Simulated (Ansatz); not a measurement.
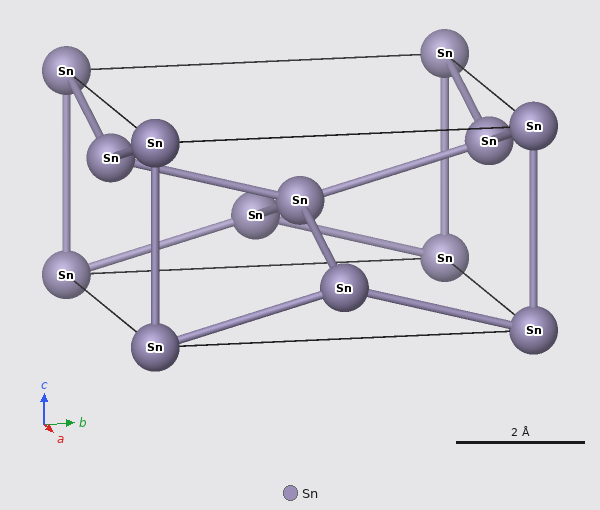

*The starting structure (ball-and-stick view of the cell 2 times as large as that of the calculation, set on its symmetry axes, seen slightly off an axis).*

Near neighbours in the crystal (not all of them lie inside the picture): Sn has 6 Sn at 3.15 to 3.26 Å.

Geometry relaxation, with input and output: Sn

System: Sn (I4₁/amd, 2 atoms in the cell).
Method: DFT, PBE, plane waves, PAW, no spin polarisation (Ansatz 0.2.0).

The structure derives from an entry of the Crystallography Open Database.

## The program's output
```
Engine: ansatz 0.2.0, x86_64-unknown-linux-gnu
Pseudopotentials: kind: paw
Pseudopotential: Sn, paw, valence charge 14, recommended cutoff 420 eV (normal), Sn.paw.azcp
Functional definition: PBE
  parameter kappa = 0.804
  parameter beta = 0.06672455060314922
  exchange = pbe_x(kappa = kappa, mu = beta*pi^2/3)
  correlation = pbe_c(beta = beta)
Crystal: 2 atoms, lattice volume = 60.402 Å³
Basis set: ecut = 420 eV, 1157 PW (Γ), exchange–correlation on 64×64×64 points (8 copies of the dense FFT grid, shifted against one another)
Bands: 18, of which v1, the nominal top of the filled ones, is band 14 counted from 1 (13 counted from 0)
Symmetry: 16 space group operations
Space group: I41/amd (ITA 141), of the structure as read, at distance tolerance 3.9e-5 Å
k-points: 30 of 216
Non-local potential: Sn, projectors of the file, l = 0: 2, l = 1: 2, l = 2: 2, l = 3: 2
PAW form: soft (Blöchl's): semilocal exchange-correlation on the pseudo side does not see the compensation charge
PAW one-centre angular grid: Sn, 590 points (default); XC on 64 Gauss nodes
Initial density: superposition of atomic densities (neutral atoms: chi_scale 0, normalization atom), corrected by the library's trained network
Initial wavefunctions: pseudopotential atomic-orbital guess
Functional: x = pbe(κ = 0.804, μ = 0.2195149727645171), c = pbe(β = 0.06672455060314922)
SCF iter   1: F=—  HF=-12048.352944 eV  |F-HF|=—  |Δ(HF+E_count)|=         —  Δρ=9.04e-4  dr2=3.07e-4  ethr=1.77e-3  ⟨swp⟩=5.7  Hψ=2667  notcnv=0
preconditioner: auto → Kerker (q_TF=auto, 2.400 Å⁻¹)  [metal: Δε(μ)=0.030 eV  Ē_g=19.859 eV  σ=0.150 eV  W_gap=0.05  n_scr=16 (ndim 8)  ℏωp=25.3 eV  f_vac=0.000  D(μ)=1.30/eV (n_scr^D=4)]
SCF iter   2: F=—  HF=-12048.351691 eV  |F-HF|=—  |Δ(HF+E_count)|=   1.25e-3  Δρ=5.38e-4  dr2=1.29e-4  ethr=1.10e-6  ⟨swp⟩=2.2  Hψ=1212  notcnv=0
SCF iter   3: F=—  HF=-12048.351752 eV  |F-HF|=—  |Δ(HF+E_count)|=   6.10e-5  Δρ=2.62e-4  dr2=3.02e-5  ethr=4.61e-7  ⟨swp⟩=2.9  Hψ=986  notcnv=0
SCF iter   4: F=—  HF=-12048.351774 eV  |F-HF|=—  |Δ(HF+E_count)|=   2.23e-5  Δρ=8.81e-5  dr2=3.42e-6  ethr=1.08e-7  ⟨swp⟩=2.0  Hψ=665  notcnv=0
SCF iter   5: F=—  HF=-12048.351772 eV  |F-HF|=—  |Δ(HF+E_count)|=   1.77e-6  Δρ=2.52e-5  dr2=3.22e-7  ethr=1.22e-8  ⟨swp⟩=2.0  Hψ=952  notcnv=0
SCF iter   6: F=-12048.351772 eV  HF=-12048.351772 eV  |F-HF|=1.18e-10  |Δ(HF+E_count)|=   1.20e-7  Δρ=2.13e-6  dr2=1.47e-9  ethr=3.57e-10  ⟨swp⟩=9.8  Hψ=3910  notcnv=0
SCF 1 converged in 6 iterations: F = -12048.351772 eV  dr2 = 1.47e-9
  greatest PAW one-centre occupation: 0.991 electrons in one spin orbital (limit 2), on the Sn atom at site 1 (counted from 0), in its partial waves of l = 2
relax step   1: F+E_penalty+E_count = -12048.35177221 eV  Δ(F+E_penalty+E_count) = +0.000e0 eV  max|allowed force component| = 1.735e-18 eV/Å  Δτ_max = 0.0000 Å  P = -2.346 GPa  Ω = 60.402 Å³  fix = [volume]  reactions: volume -2.346 GPa  (6 SCF iters, dr2 threshold 1.00e-7 eV, accepted)
Initial density: handed on by an earlier stage of this run
Initial wavefunctions: those handed on with the density
iter 1 solved again at ethr=4.85e-9 eV; its pass at ethr=3.10e-3 eV (dr2=1.36e-6 eV) is discarded
SCF iter   1: F=—  HF=-12048.351828 eV  |F-HF|=—  |Δ(HF+E_count)|=         —  Δρ=6.94e-5  dr2=4.70e-6  ethr=4.85e-9  ⟨swp⟩=3.0  Hψ=3272  notcnv=0
eigensolver tolerance schedule calibrated: the retry pair's looser diagonalisation under-reported the residual by θ = 0.71 (0.12/decade); ethr = c·dr2/N_el runs at the constant in force after the calibration composes with the one it found (an armed cap, an earlier calibration), c = 6.7e-2
preconditioner: auto → Kerker (q_TF=auto, 2.400 Å⁻¹)  [metal: Δε(μ)=0.033 eV  Ē_g=19.861 eV  σ=0.150 eV  W_gap=0.06  n_scr=16 (ndim 8)  ℏωp=25.3 eV  f_vac=0.000  D(μ)=1.30/eV (n_scr^D=4)]
SCF iter   2: F=—  HF=-12048.351826 eV  |F-HF|=—  |Δ(HF+E_count)|=   1.45e-6  Δρ=4.61e-5  dr2=2.12e-6  ethr=4.85e-9  ⟨swp⟩=1.1  Hψ=542  notcnv=0
SCF iter   3: F=-12048.351825 eV  HF=-12048.351825 eV  |F-HF|=5.29e-9  |Δ(HF+E_count)|=   6.63e-7  Δρ=4.23e-6  dr2=1.15e-8  ethr=7.96e-11  ⟨swp⟩=7.8  Hψ=3657  notcnv=0
SCF 2 converged in 3 iterations: F = -12048.351825 eV  dr2 = 1.15e-8
relax step   2: F+E_penalty+E_count = -12048.35182548 eV  Δ(F+E_penalty+E_count) = -5.327e-5 eV  max|allowed force component| = 1.735e-18 eV/Å  Δτ_max = 0.0000 Å  P = -2.343 GPa  Ω = 60.402 Å³  energy of the carried Pulay correction = -3.923e-7 eV  fix = [volume]  reactions: volume -2.343 GPa  (3 SCF iters, dr2 threshold 3.34e-8 eV, accepted)
Initial wavefunctions: pseudopotential atomic-orbital guess (no wavefunctions were taken with the density)
iter 1 solved again at ethr=1.33e-7 eV; its pass at ethr=3.10e-3 eV (dr2=3.73e-5 eV) is discarded
SCF iter   1: F=—  HF=-12048.351828 eV  |F-HF|=—  |Δ(HF+E_count)|=         —  Δρ=4.53e-6  dr2=1.19e-8  ethr=1.33e-7  ⟨swp⟩=2.9  Hψ=3993  notcnv=0
eigensolver tolerance schedule: the retry pair's looser diagonalisation over-reported the residual by 3135.32 of it (diagonalisation noise at 0.16 of the residual, at the tolerance the schedule requests for it); recorded, not acted on — ethr = c·dr2/N_el stays at c = 1.0e-1
SCF iter   2: F=—  HF=-12048.351828 eV  |F-HF|=—  |Δ(HF+E_count)|=   1.86e-7  Δρ=3.03e-6  dr2=6.22e-9  ethr=4.24e-11  ⟨swp⟩=2.8  Hψ=1039  notcnv=0
SCF iter   3: F=—  HF=-12048.351828 eV  |F-HF|=—  |Δ(HF+E_count)|=   2.96e-9  Δρ=1.04e-6  dr2=6.33e-10  ethr=2.22e-11  ⟨swp⟩=2.9  Hψ=970  notcnv=0
SCF iter   4: F=-12048.351828 eV  HF=-12048.351828 eV  |F-HF|=2.00e-11  |Δ(HF+E_count)|=  8.55e-11  Δρ=4.12e-7  dr2=6.76e-11  ethr=1.00e-12  ⟨swp⟩=5.0  Hψ=2966  notcnv=0
SCF 3 converged in 4 iterations: F = -12048.351828 eV  dr2 = 6.76e-11
relax step   3: F+E_penalty+E_count = -12048.35182806 eV  Δ(F+E_penalty+E_count) = -2.581e-6 eV  max|allowed force component| = 1.735e-18 eV/Å  Δτ_max = 0.0000 Å  P = -2.343 GPa  Ω = 60.402 Å³  fix = [volume]  reactions: volume -2.343 GPa  stress off target by 3.66e-2 GPa on what of the cell is left free  SCF on the basis re-selected at this cell (its energy is not comparable with the rows above)  (4 SCF iters)
```

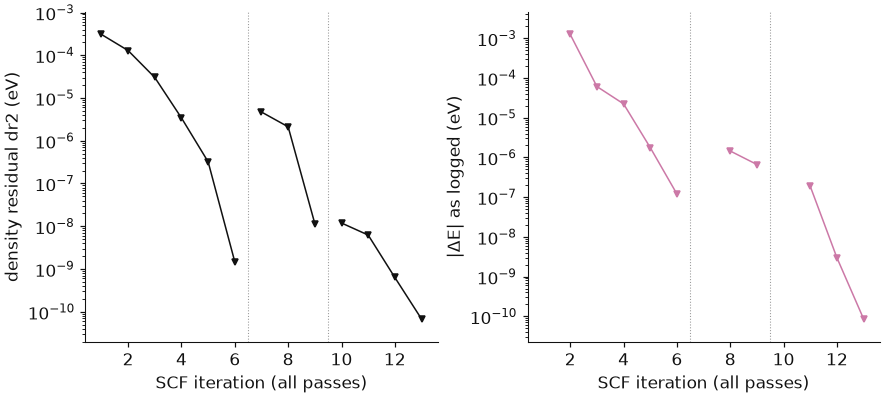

*Convergence of the self-consistent field: density residual dr2 and size of the energy change against the SCF iteration. The dotted lines part the SCF passes of the relaxation: geometry steps, rejected trials and re-solves on a re-selected basis.*

The passes take 6, 3 and 4 iterations.

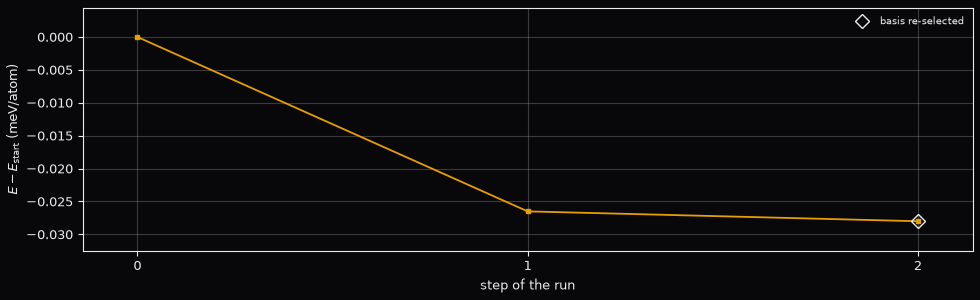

*Progress of the relaxation, step by step (the first geometry is step 0 here and step 1 in the log).*

No atom moves by more than 0.005 Å relative to the cell. Among the contacts that change: Sn1–Sn1 3.259 → 3.263 Å. The space group stays I4_1/amd (No. 141). Over 1 geometry step the energy falls by next to nothing (0.0 meV per atom). All forces vanish by symmetry, so only the cell relaxes. Pressure: −2.35 GPa at the start and −2.34 GPa at the end. A last SCF at the same geometry on a re-selected plane-wave basis shifts the energy by next to nothing (0.0 meV per atom). (Atoms are counted from 1 in the order of the input.)

```
basis re-selected at this cell: Δ(F+E_penalty+E_count) = -2.581e-6 eV, ΔP = +0.000 GPa vs the last step (what re-selecting the basis moved, of the pressure what is left beyond the Pulay correction that the steps carried, after the strain that the cell walked since its last selection, with what the two solves' SCF thresholds leave and, on support functions, any second-order correction that the steps lacked; it is no measure of the basis error at this ecutwfc). This SCF's stress stands 3.66e-2 GPa from its target on what of the cell is left free (relax.cell.stress_tol is 1.00e-1 GPa) and its largest allowed force component is 1.73e-18 eV/Å (relax.f_tol is 1.00e-2 eV/Å): within both
SCF converged after 4 iterations
Free energy (F): -12048.351828 eV
Harris-Foulkes:  -12048.351828 eV  (|F-HF|=2.00e-11)
Internal energy: -12048.258692 eV  (E = F + TS)
E sigma→0 (E₀):  -12048.305260 eV
Entropy (-TS):   -0.093136 eV (-46.568 meV/atom)
Fermi energy:    9.261332 eV
--- Per-component energies (eV) ---
  E_band       = -203.407349
  E_kinetic    = 370.738715
  E_local      = -1846.284075  (includes V_loc(G=0)·N_el)
  E_nonlocal   = -65.089604
  E_hartree    = 1118.340565
  E_xc         = -764.219423
  E_vxc        = -190.752096  (∫ρ·V_xc dr)
  E_paw        = -8271.450282  (= ΣΔE_a)
  E_vpaw       = -708.701739  (= ΣTr[D̂ρ^β])
  E_aug_tail   = -0.000001  (compensation charges beyond the density's cutoff)
  E_ewald      = -2590.294588
  E_smearing   = -0.093136  (= −TS)
  E_closure    = -0.000000  (closes the sum)
  Σ components = -12048.351828   (vs F -12048.351828, Δ=0.00e0)
--- Forces (eV/Å), atoms counted from 1 ---
  atom   1  Sn    -0.00000000     0.00000000     0.00000000
  atom   2  Sn    -0.00000000     0.00000000     0.00000000
  max |Σ_I F_I| component: 3.47e-18 eV/Å
--- Stress (GPa, compression-positive) ---
       -2.361073       0.000000       0.000000
        0.000000      -2.361073       0.000000
        0.000000       0.000000      -2.306107
  P = ⅓ Tr σ = -2.3428 GPa (-23.428 kbar)
--- Band table (eV; the first three rows and the last of 30) ---
  k-point 0: bands = ["-12.3109", "-12.2665", "-12.2239", "-12.2169", "-12.1059", "-12.1059", "-12.0987", "-12.0987", "-12.0405", "-11.9586", "-1.1688", "5.1357", "7.4580", "7.4580", "12.2943", "14.7924", "14.7924", "15.5760"]
  k-point 1: bands = ["-12.2943", "-12.2681", "-12.2327", "-12.2041", "-12.1137", "-12.0989", "-12.0956", "-12.0930", "-12.0498", "-11.9748", "-0.9443", "4.0209", "7.7220", "8.2152", "13.2930", "13.3543", "13.7138", "15.4572"]
  k-point 2: bands = ["-12.2692", "-12.2501", "-12.2491", "-12.1702", "-12.1405", "-12.0957", "-12.0863", "-12.0766", "-12.0709", "-12.0128", "-0.2739", "2.3136", "8.5008", "9.2719", "11.4209", "11.9931", "15.1132", "15.2100"]
  k-point 29: bands = ["-12.2726", "-12.2726", "-12.1194", "-12.1194", "-12.1163", "-12.1163", "-12.1043", "-12.1043", "-12.0960", "-12.0960", "1.8659", "1.8659", "4.9800", "4.9800", "14.1592", "14.1592", "17.4084", "17.4084"]
--- Relaxed structure (2 steps of the walk, 2 accepted, 1 SCFs on fresh bases) ---
  F+E_penalty+E_count = -12048.35182806 eV   max|allowed force component| = 1.735e-18 eV/Å   (the final SCF, on the basis selected at the relaxed cell)
  cell:  # Å, volume = 60.4016 Å³
    - [-3.0422315802543594, 3.0422315802543594, 1.6315639746514472]
    - [3.0422315802543594, -3.0422315802543594, 1.6315639746514472]
    - [3.0422315802543594, 3.0422315802543594, -1.6315639746514472]
  atoms:
    - { symbol: Sn, position: [1.977092776138284e-36, -4.94273194034571e-37, 1.4828195821037129e-36] }
    - { symbol: Sn, position: [0.7499999999999999, 0.25, 0.49999999999999994] }
```

## Trajectory as extended XYZ (Å, eV, eV/Å), 3 frames, from step=1 to step=3
```
2
Lattice="-3.0441 3.0441 1.6295 3.0441 -3.0441 1.6295 3.0441 3.0441 -1.6295" Properties=species:S:1:pos:R:3:forces:R:3 step=1 energy=-12048.35177 pressure_GPa=-2.35
Sn    0.0000    0.0000    0.0000    0.0000   0.0000   0.0000
Sn    0.0000    3.0441    0.8148    0.0000   0.0000   0.0000
2
Lattice="-3.0422 3.0422 1.6316 3.0422 -3.0422 1.6316 3.0422 3.0422 -1.6316" Properties=species:S:1:pos:R:3:forces:R:3 step=2 energy=-12048.35182 pressure_GPa=-2.34
Sn    0.0000    0.0000    0.0000    0.0000   0.0000   0.0000
Sn    0.0000    3.0422    0.8158    0.0000   0.0000   0.0000
2
Lattice="-3.0422 3.0422 1.6316 3.0422 -3.0422 1.6316 3.0422 3.0422 -1.6316" Properties=species:S:1:pos:R:3:forces:R:3 step=3 energy=-12048.35183 pressure_GPa=-2.34
Sn    0.0000    0.0000    0.0000    0.0000   0.0000   0.0000
Sn    0.0000    3.0422    0.8158    0.0000   0.0000   0.0000
```

The run was set up as follows.

## Input file
```yaml
crystal:
  lattice:
    - [-3.0441318429, 3.0441318429, 1.6295276421]
    - [3.0441318429, -3.0441318429, 1.6295276421]
    - [3.0441318429, 3.0441318429, -1.6295276421]
  atoms:
    - { symbol: Sn, position: [0.0, 0.0, 0.0] }
    - { symbol: Sn, position: [0.75, 0.25, 0.5] }
basis:
  ecutwfc: 420
kpoints:
  mp_grid: { grid: [6, 6, 6] }
hamiltonian:
  xc: pbe
scf:
  occupations: { method: fermi_dirac, width: 0.15 }
output:
  forces: true
  stress: true
  eigenvalues: true
  write_density: true
  write_potential: true
  elf: true
  volumetric_format: npy
relax:
  adjacent_minimum: "off"
  f_tol: 0.01
  max_steps: 30
  cell: { stress_tol: 0.1, fix: [volume] }
```

Run as:
```bash
ansatz run input.yaml --threads 1 --pin off --max-ram 2560MiB --backend cpu --events-out ev --progress --plain --runs-dir out
```

## Summary

```json
{"quantity": "outcome", "value": "converged"}
{"quantity": "space group (tolerance 0.01 Å)", "value": "I4₁/amd (141)"}
{"quantity": "electrons treated", "value": "28"}
{"quantity": "free energy", "value": "−12048.3518 eV"}
{"quantity": "Fermi energy", "value": "9.261 eV"}
{"quantity": "gap on the k-point mesh", "value": "none (metallic)"}
{"quantity": "pressure", "value": "−2.34 GPa"}
{"quantity": "final volume", "value": "60.40 Å³"}
{"quantity": "largest force (length of the vector) at the end", "value": "under 0.001 eV/Å"}
{"quantity": "final cell", "value": "a = 4.601 Å, b = 4.601 Å, c = 4.601 Å, α = 97.22°, β = 97.22°, γ = 138.46°"}
{"quantity": "hardware", "value": "1 thread of Intel Xeon (Sapphire Rapids), 64 GiB of memory available, shared host"}
{"quantity": "wall time", "value": "4.3 s"}
{"quantity": "peak memory", "value": "0.38 GiB"}
```

## Notes

Settings chosen away from the usual ones: volume x 1.06, shape and atoms relaxed. These settings are looser than, or depart from, a standard set-up, so the numbers are not reference values for this system. Results for this metal are sensitive to the k-point mesh.
